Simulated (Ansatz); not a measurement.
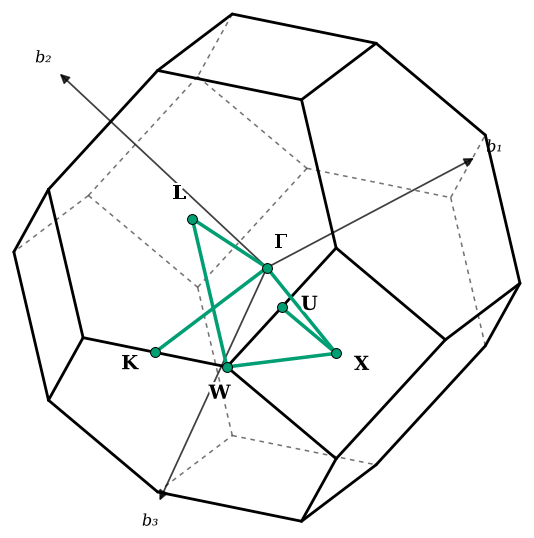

Crystal: GaAs, a calculation's input that goes back to an entry of the Crystallography Open Database (an earlier step may have relaxed or displaced it). The first Brillouin zone and its special points. The drawing is computed from the coordinates (standard cell, symmetry found to 0.002 Å).

Space group F-43m, No. 216; a = 5.666 Å, b = 5.666 Å, c = 5.666 Å, α = 90.00°, β = 90.00°, γ = 90.00°.

Labels and path follow the convention of Hinuma et al. (2017), as computed by seekpath; the arrows show the directions of the reciprocal primitive vectors b₁, b₂, b₃, in which coordinates are given; lengths include the factor 2π.

List the special points with their coordinates and distances from Γ.

Answer.
```
point   k₁   k₂   k₃  length of k (1/Å)
    Γ    0    0    0              0.000
    X  1/2    0  1/2              1.109
    L  1/2  1/2  1/2              0.960
    W  1/2  1/4  3/4              1.240
    K  3/8  3/8  3/4              1.176
    U  5/8  1/4  5/8              1.176
```

What is the zone's volume?

Answer. (2π)³ over the primitive cell's volume of 45.48 Å³: 5.45 Å⁻³.
